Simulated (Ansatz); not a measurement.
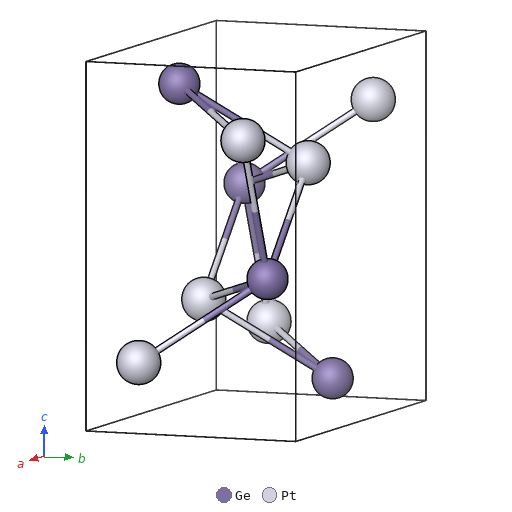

System: GePt, space group Pnma (No. 62). The picture shows the conventional cell.

The cell holds 8 atoms.

Calculation (Ansatz 0.2.0): volume and cell lengths of one structure relaxed by several density functionals; plane waves with PAW datasets, Γ-centred k mesh. All runs: no spin polarisation.

occupations Gaussian; smearing width 0.1 eV.

The space group named is that of the starting cell.

Predict the volume by functional. The cases: PBEsol; PBE; PBE+D3(BJ).

PBEsol gives 16.176 Å³/atom, PBE+D3(BJ) 16.288 Å³/atom and PBE 16.883 Å³/atom.

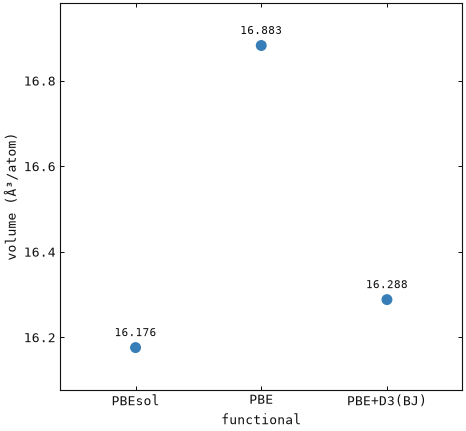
